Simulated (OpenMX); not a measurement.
# Energy of BN along an even scaling of the cell

System: BN (F-43m, 2 atoms in the cell).
Method: Kohn-Sham DFT of a periodic cell, PBE, OpenMX 2013 PBE set, no spin polarisation (OpenMX 3.8.5).

The 7 runs differ only in the geometry, by an even scaling of the cell at fixed fractional positions. The structure derives from a Materials Project entry.

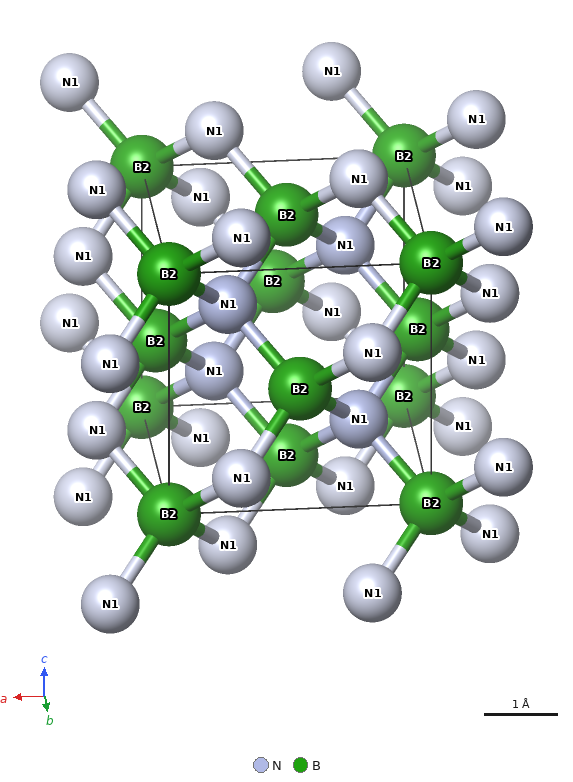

Figure 1. The structure of run 4 (ball-and-stick view of the cell 4 times as large as that of the calculation, set on its symmetry axes, seen at an oblique angle; neighbours outside the cell are drawn fainter; atoms are numbered from 1 in the order of the input).

## Input of run 4
```
System.CurrrentDirectory             ./
System.Name                          BN
DATA.PATH                            ./DFT_DATA13
level.of.stdout                      1
level.of.fileout                     1
Species.Number                       2
<Definition.of.Atomic.Species
  N   N6.0-s2p2d1            N_PBE13
  B   B7.0-s2p2d1            B_PBE13
Definition.of.Atomic.Species>

Atoms.Number                         2
Atoms.SpeciesAndCoordinates.Unit     FRAC
<Atoms.SpeciesAndCoordinates
    1  N     0.2500000000    0.2500000000    0.2500000000   2.500  2.500
    2  B     0.0000000000    0.0000000000    0.0000000000   1.500  1.500
Atoms.SpeciesAndCoordinates>

Atoms.UnitVectors.Unit               Ang
<Atoms.UnitVectors
     0.0000000000    1.8130010000    1.8130010000
     1.8130010000    0.0000000000    1.8130010000
     1.8130010000    1.8130010000    0.0000000000
Atoms.UnitVectors>

scf.XcType                           GGA-PBE
scf.SpinPolarization                 off
scf.ElectronicTemperature            580.226
scf.energycutoff                     400.0
scf.maxIter                          100
scf.EigenvalueSolver                 band
scf.Kgrid                            13 13 13
scf.Mixing.Type                      rmm-diisk
scf.Init.Mixing.Weight               0.05
scf.Min.Mixing.Weight                0.001
scf.Max.Mixing.Weight                0.3
scf.Mixing.History                   25
scf.Mixing.StartPulay                8
scf.criterion                        1.0e-8
scf.stress.tensor                    on
MD.Type                              nomd
```

Command:
```bash
openmx BN.dat -nt 1 > BN.std
```

Run 2 has the same physical settings and fractional positions; its lattice vectors (Å) are:
```
   0.000000    1.788498    1.788498
   1.788498    0.000000    1.788498
   1.788498    1.788498    0.000000
```

## Results, with one run withheld

| run | volume per atom (Å³) | free energy per atom, from the lowest run given (meV) | gap on the mesh (eV) |
| --- | --- | --- | --- |
| 1 | 5.602 | 29.45 | 4.74 |
| 2 | 5.721 | ? | ? |
| 3 | 5.840 | 3.51 | 4.71 |
| 4 | 5.959 | 0.00 | 4.69 |
| 5 | 6.078 | 2.03 | 4.68 |
| 6 | 6.198 | 9.15 | 4.66 |
| 7 | 6.317 | 20.92 | 4.64 |

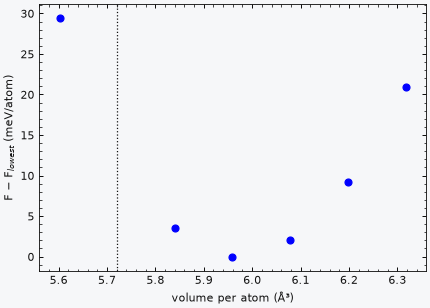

Figure 2. Free energy per atom of the runs given; the dotted line marks run 2.

Estimate the energy of run 2 from the others.

A cubic polynomial in V^(−2/3) (the Birch–Murnaghan form), fitted to the 6 runs given, misses them by at most 0.02 meV per atom. With x = V^(−2/3) − 0.30315 Å⁻², it reads F = 0.011872 − 202.64 x + 1.687e+05 x² − 99326 x³ (meV per atom). At run 2 it gives 13.14 meV per atom, and the run itself gives 13.14. The fit has its minimum at 5.973 Å³ per atom, where V d²F/dV² gives 371 GPa: the bulk modulus at this level, since symmetry fixes the shape and the positions. The gap on the mesh goes, without turning, from 4.74 eV in run 1 to 4.64 eV in run 7; run 2 has 4.73 eV. These are gaps of this functional on this mesh, which can miss the band edges; they aren't the measured gap.

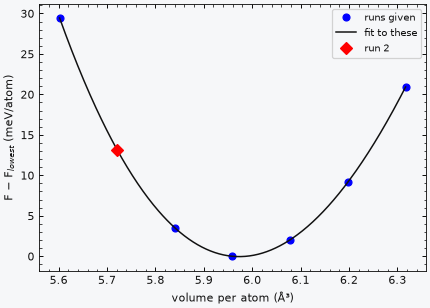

Figure 3. The fit and the withheld run.

## Some lines of the output (run 2)
```
[...]
  Cell_Volume =     77.213256067625 (Bohr^3)
        Total energy (Hartree) at MD = 1
   kloop=0
   kloop=1
   kloop=1098
```

Notes: With a small basis of atomic orbitals these values can differ much from converged plane-wave results.
